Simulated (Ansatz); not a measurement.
```yaml
crystal:
  lattice:
    - [3.28548, 0.00000, 0.00000]
    - [-1.64274, 2.84531, 0.00000]
    - [0.00000, 0.00000, 24.23866]
  atoms:
    - { symbol: Se, position: [0.33333, 0.66667, 0.18565] }
    - { symbol: W, position: [0.66667, 0.33333, 0.25516] }
    - { symbol: Se, position: [0.33333, 0.66667, 0.32466] }
    - { symbol: Se, position: [0.50000, 0.00000, 0.47153] }
    - { symbol: W, position: [0.16667, 0.33333, 0.54104] }
    - { symbol: Se, position: [0.50000, 0.00000, 0.61054] }
```

A point of a scan over the structure, not its minimum; PAW files of the earlier set (soft_1).

The calculation used DFT PBE+D3(BJ), scalar-relativistic, plane waves, PAW in Ansatz.

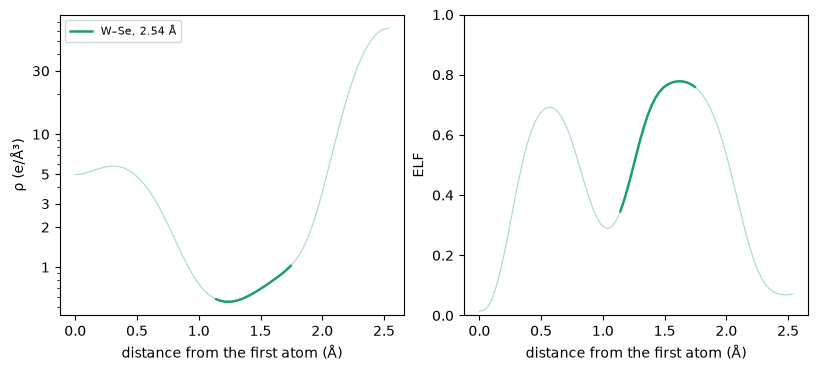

WSe2 (slab). Valence charge density (pseudo) and electron localisation function along straight lines between neighbouring atoms. Thin, pale parts lie inside the atomic spheres.

The density is the valence pseudo-density of a PAW calculation; it isn't the true density close to the nuclei.

### What can be read from the curves?

W–Se (2.54 Å): ρ is about 0.55 e/Å³ halfway; the ELF is about 0.55 at the midpoint.
